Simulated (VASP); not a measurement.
# Geometry relaxation of Ru (part 3 of 4)

Continued. System: Ru (slab, 6 atoms in the cell). Method: Kohn-Sham DFT of a periodic cell, PBE with TS, VASP PAW PBE potentials, recommended, no spin polarisation (VASP 6.6.1); cutoff 520 eV, 11×11×1 k-mesh, Gaussian smearing of 0.05 eV. The structure derives from an entry of the Crystallography Open Database. It belongs to a series of runs on one base structure; here: the (0 0 1) slab of Ru, cut from the database cell, not relaxed.

Geometry of the input (Å; fractional positions):
```
2.7058  -0.0000  0.0000
-1.3529  2.3433  0.0000
0.0000  0.0000  25.7048
Ru 0.6667  0.3333  0.2918
Ru 0.3333  0.6667  0.3751
Ru 0.6667  0.3333  0.4584
Ru 0.3333  0.6667  0.5416
Ru 0.6667  0.3333  0.6249
Ru 0.3333  0.6667  0.7082
```

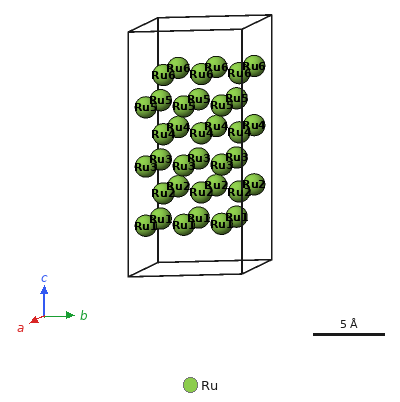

**Figure 1.** The input geometry (spheres-only view of the 2 × 3 repeat of the cell, with the vacuum cut short, seen slightly off an axis; atoms are numbered from 1 in the order of the input).

Parts of OUTCAR, continued:
```
 Free energy of the ion-electron system (eV)
  ---------------------------------------------------
  ext. energy  EPLUGINS =         0.00000000
  ---------------------------------------------------
  free energy    TOTEN  =       -53.25728724 eV

  energy without entropy =      -53.24550517  energy(sigma->0) =      -53.25139620

------------------------ aborting loop because EDIFF is reached ----------------------------------------

  Tkatchenko/Scheffler method for vdW energy calculation

  Number of pair interactions contributing to vdW energy:   66171

  Edisp (eV):   -4.76846

  FORCE on cell =-STRESS in cart. coord.  units (eV):
  Direction    XX          YY          ZZ          XY          YZ          ZX
  --------------------------------------------------------------------------------------
  -------------------------------------------------------------------------------------
  Total      -8.52071    -8.52071    -6.15857     0.00000     0.00000     0.00000
  in kB     -83.76278   -83.76278   -60.54180     0.00000     0.00000     0.00000
  external pressure =      -76.02 kB  Pullay stress =        0.00 kB

 VOLUME and BASIS-vectors are now :
 -----------------------------------------------------------------------------
  energy-cutoff  :      520.00
  volume of cell :      162.98
      direct lattice vectors                 reciprocal lattice vectors
     2.705799334  0.000000000  0.000000000     0.369576556  0.213375124  0.000000000
    -1.352899667  2.343290961  0.000000000     0.000000000  0.426750249  0.000000000
     0.000000000  0.000000000 25.704750000     0.000000000  0.000000000  0.038903316

 POSITION                                       TOTAL-FORCE (eV/Angst)
 -----------------------------------------------------------------------------------
      1.35290      0.78110      7.50000         0.000000     -0.000000      0.937605
     -0.00000      1.56219      9.64095         0.000000     -0.000000     -0.545613
      1.35290      0.78110     11.78190        -0.000000      0.000000     -0.240133
     -0.00000      1.56219     13.92285        -0.000000     -0.000000      0.240146
      1.35290      0.78110     16.06380        -0.000000     -0.000000      0.545605
     -0.00000      1.56219     18.20475         0.000000      0.000000     -0.937611
 -----------------------------------------------------------------------------------
    total drift:                                0.000000     -0.000000     -0.000099

  FREE ENERGIE OF THE ION-ELECTRON SYSTEM (eV)
  ---------------------------------------------------
  free  energy   TOTEN  =       -58.0257440297 eV

  energy  without entropy=      -58.0139619617  energy(sigma->0) =      -58.01985300

--------------------------------------- Ionic step        2  -------------------------------------------

 number of electron      84.0000021 magnetization

------------------------ aborting loop because EDIFF is reached ----------------------------------------

  Tkatchenko/Scheffler method for vdW energy calculation

  Number of pair interactions contributing to vdW energy:   66186

  Edisp (eV):   -4.77342

  FORCE on cell =-STRESS in cart. coord.  units (eV):
  Direction    XX          YY          ZZ          XY          YZ          ZX
  --------------------------------------------------------------------------------------
  -------------------------------------------------------------------------------------
  Total      -8.09454    -8.09454    -5.21996     0.00000     0.00000    -0.00000
  in kB     -79.57338   -79.57338   -51.31479     0.00000     0.00000    -0.00000
  external pressure =      -70.15 kB  Pullay stress =        0.00 kB

 VOLUME and BASIS-vectors are now :
 -----------------------------------------------------------------------------
  energy-cutoff  :      520.00
  volume of cell :      162.98
      direct lattice vectors                 reciprocal lattice vectors
     2.705799334  0.000000000  0.000000000     0.369576556  0.213375124  0.000000000
    -1.352899667  2.343290961  0.000000000     0.000000000  0.426750249  0.000000000
     0.000000000  0.000000000 25.704750000     0.000000000  0.000000000  0.038903316

 POSITION                                       TOTAL-FORCE (eV/Angst)
 -----------------------------------------------------------------------------------
      1.35290      0.78110      7.50000         0.000000     -0.000000      0.944329
     -0.00000      1.56219      9.64095         0.000000     -0.000000     -0.495106
      1.35290      0.78110     11.78190         0.000000      0.000000     -0.193434
     -0.00000      1.56219     13.93444         0.000000     -0.000000      0.184049
      1.35290      0.78110     16.09012         0.000000      0.000000     -0.151103
     -0.00000      1.56219     18.15952        -0.000000     -0.000000     -0.288736
 -----------------------------------------------------------------------------------
    total drift:                               -0.000000     -0.000000     -0.002162

  FREE ENERGIE OF THE ION-ELECTRON SYSTEM (eV)
  ---------------------------------------------------
  free  energy   TOTEN  =       -58.0625934594 eV

  energy  without entropy=      -58.0529418047  energy(sigma->0) =      -58.05776763

--------------------------------------- Ionic step        3  -------------------------------------------

 number of electron      84.0000021 magnetization

------------------------ aborting loop because EDIFF is reached ----------------------------------------

  Tkatchenko/Scheffler method for vdW energy calculation

  Number of pair interactions contributing to vdW energy:   66186

  Edisp (eV):   -4.77431

  FORCE on cell =-STRESS in cart. coord.  units (eV):
  Direction    XX          YY          ZZ          XY          YZ          ZX
  --------------------------------------------------------------------------------------
  -------------------------------------------------------------------------------------
  Total      -8.03834    -8.03834    -5.01691     0.00000     0.00000     0.00000
  in kB     -79.02089   -79.02089   -49.31871     0.00000     0.00000     0.00000
  external pressure =      -69.12 kB  Pullay stress =        0.00 kB

 VOLUME and BASIS-vectors are now :
 -----------------------------------------------------------------------------
  energy-cutoff  :      520.00
  volume of cell :      162.98
      direct lattice vectors                 reciprocal lattice vectors
     2.705799334  0.000000000  0.000000000     0.369576556  0.213375124  0.000000000
    -1.352899667  2.343290961  0.000000000     0.000000000  0.426750249  0.000000000
     0.000000000  0.000000000 25.704750000     0.000000000  0.000000000  0.038903316

 POSITION                                       TOTAL-FORCE (eV/Angst)
 -----------------------------------------------------------------------------------
      1.35290      0.78110      7.50000        -0.000000     -0.000000      0.940823
     -0.00000      1.56219      9.64095         0.000000     -0.000000     -0.485116
      1.35290      0.78110     11.78190        -0.000000     -0.000000     -0.182125
     -0.00000      1.56219     13.93664        -0.000000     -0.000000      0.172196
      1.35290      0.78110     16.09514         0.000000      0.000000     -0.310977
     -0.00000      1.56219     18.15089        -0.000000     -0.000000     -0.134802
 -----------------------------------------------------------------------------------
    total drift:                               -0.000000      0.000000     -0.006770

  FREE ENERGIE OF THE ION-ELECTRON SYSTEM (eV)
  ---------------------------------------------------
  free  energy   TOTEN  =       -58.0635647535 eV

  energy  without entropy=      -58.0542214944  energy(sigma->0) =      -58.05889312

[... ionic steps 4 to 9 ...]

--------------------------------------- Ionic step       10  -------------------------------------------

 number of electron      84.0000022 magnetization

------------------------ aborting loop because EDIFF is reached ----------------------------------------

  Tkatchenko/Scheffler method for vdW energy calculation

  Number of pair interactions contributing to vdW energy:   66096

  Edisp (eV):   -4.80688

  FORCE on cell =-STRESS in cart. coord.  units (eV):
  Direction    XX          YY          ZZ          XY          YZ          ZX
  --------------------------------------------------------------------------------------
  -------------------------------------------------------------------------------------
  Total      -7.59189    -7.59189    -3.11059     0.00000     0.00000     0.00000
  in kB     -74.63203   -74.63203   -30.57860     0.00000     0.00000     0.00000
  external pressure =      -59.95 kB  Pullay stress =        0.00 kB

 VOLUME and BASIS-vectors are now :
 -----------------------------------------------------------------------------
  energy-cutoff  :      520.00
  volume of cell :      162.98
      direct lattice vectors                 reciprocal lattice vectors
     2.705799334  0.000000000  0.000000000     0.369576556  0.213375124  0.000000000
    -1.352899667  2.343290961  0.000000000     0.000000000  0.426750249  0.000000000
     0.000000000  0.000000000 25.704750000     0.000000000  0.000000000  0.038903316

 POSITION                                       TOTAL-FORCE (eV/Angst)
 -----------------------------------------------------------------------------------
      1.35290      0.78110      7.50000         0.000000      0.000000      0.949644
     -0.00000      1.56219      9.64095        -0.000000     -0.000000     -0.546485
      1.35290      0.78110     11.78190        -0.000000     -0.000000     -0.409519
     -0.00000      1.56219     13.91374         0.000000     -0.000000      0.018062
      1.35290      0.78110     16.03093         0.000000     -0.000000      0.017719
     -0.00000      1.56219     18.08386         0.000000     -0.000000     -0.029421
 -----------------------------------------------------------------------------------
    total drift:                               -0.000000      0.000000      0.000260

  FREE ENERGIE OF THE ION-ELECTRON SYSTEM (eV)
  ---------------------------------------------------
  free  energy   TOTEN  =       -58.0749171097 eV

  energy  without entropy=      -58.0665405992  energy(sigma->0) =      -58.07072885

--------------------------------------- Ionic step       11  -------------------------------------------

 number of electron      84.0000023 magnetization

------------------------ aborting loop because EDIFF is reached ----------------------------------------

 vacuum level on the upper side and lower side of the slab       (xc-potential included)        -0.049         0.008

  Tkatchenko/Scheffler method for vdW energy calculation

  Number of pair interactions contributing to vdW energy:   66096

  Edisp (eV):   -4.80777

  FORCE on cell =-STRESS in cart. coord.  units (eV):
  Direction    XX          YY          ZZ          XY          YZ          ZX
  --------------------------------------------------------------------------------------
  -------------------------------------------------------------------------------------
  Total      -7.54992    -7.54992    -2.98318     0.00000     0.00000    -0.00000
  in kB     -74.21943   -74.21943   -29.32612     0.00000     0.00000    -0.00000
  external pressure =      -59.25 kB  Pullay stress =        0.00 kB

 VOLUME and BASIS-vectors are now :
 -----------------------------------------------------------------------------
  energy-cutoff  :      520.00
  volume of cell :      162.98
      direct lattice vectors                 reciprocal lattice vectors
     2.705799334  0.000000000  0.000000000     0.369576556  0.213375124  0.000000000
    -1.352899667  2.343290961  0.000000000     0.000000000  0.426750249  0.000000000
     0.000000000  0.000000000 25.704750000     0.000000000  0.000000000  0.038903316

 POSITION                                       TOTAL-FORCE (eV/Angst)
 -----------------------------------------------------------------------------------
      1.35290      0.78110      7.50000         0.000000      0.000000      0.949508
     -0.00000      1.56219      9.64095        -0.000000      0.000000     -0.543064
      1.35290      0.78110     11.78190         0.000000     -0.000000     -0.405922
     -0.00000      1.56219     13.91462        -0.000000      0.000000      0.001996
      1.35290      0.78110     16.03157         0.000000      0.000000     -0.035664
     -0.00000      1.56219     18.07945         0.000000      0.000000      0.033147
 -----------------------------------------------------------------------------------
    total drift:                               -0.000000      0.000000     -0.000337

  FREE ENERGIE OF THE ION-ELECTRON SYSTEM (eV)
  ---------------------------------------------------
  free  energy   TOTEN  =       -58.0748310839 eV

  energy  without entropy=      -58.0665593117  energy(sigma->0) =      -58.07069520

 dipolmoment           0.000000      0.000000      0.001225 electrons x Angstroem

--------------------------------------- Ionic step       12  -------------------------------------------

 number of electron      84.0000022 magnetization

 dipolmoment           0.000000      0.000000     -0.001920 electrons x Angstroem

 Free energy of the ion-electron system (eV)
  ---------------------------------------------------
  ext. energy  EPLUGINS =         0.00000000
  ---------------------------------------------------
  free energy    TOTEN  =       -53.26763123 eV

  energy without entropy =      -53.25932510  energy(sigma->0) =      -53.26347817

 E-fermi :   3.9361     XC(G=0):  -7.8247     alpha+bet :-10.0066

 val. band max:        3.9202254843   @ k =   0.3636  -0.0000   0.0000
 cond. band min:       3.9720536371   @ k =   0.1818   0.0909   0.0000
 fundamental gap:      0.0518281528
 Fermi energy:         3.9361494445

 k-point     1 :       0.0000    0.0000    0.0000
  band No.  band energies     occupation
      1     -39.7655      2.00000
      2     -39.5772      2.00000
      3     -39.2270      2.00000
      4     -38.9470      2.00000
      5     -38.9470      2.00000
      6     -38.8626      2.00000
      7     -38.8418      2.00000
      8     -38.8418      2.00000
      9     -38.7224      2.00000
     10     -38.7224      2.00000
     11     -38.6744      2.00000
     12     -38.6348      2.00000
     13     -38.6348      2.00000
     14     -38.5942      2.00000
     15     -38.4355      2.00000
     16     -38.4355      2.00000
     17     -38.3834      2.00000
     18     -38.3834      2.00000
     19      -3.8598      2.00000
     20      -3.1573      2.00000
     21      -2.3354      2.00000
     22      -2.2326      2.00000
     23      -1.9044      2.00000
     24      -1.7018      2.00000
     25       0.9729      2.00000
     26       0.9729      2.00000
     27       1.1146      2.00000
     28       1.1146      2.00000
     29       1.2310      2.00000
     30       1.2337      2.00000
     31       1.2337      2.00000
     32       1.2750      2.00000
     33       1.5288      2.00000
     34       1.5288      2.00000
     35       1.5340      2.00000
     36       1.8560      2.00000
     37       1.8560      2.00000
     38       1.9244      2.00000
     39       2.0002      2.00000
     40       2.0002      2.00000
     41       2.8159      2.00000
     42       2.8159      2.00000
     43       3.1769      2.00000
     44       3.4591      2.00000
     45       3.4591      2.00000
     46       4.2133      0.00000
     47       4.2133      0.00000
     48       4.5327      0.00000
     49       4.8079      0.00000
     50       4.8079      0.00000
```
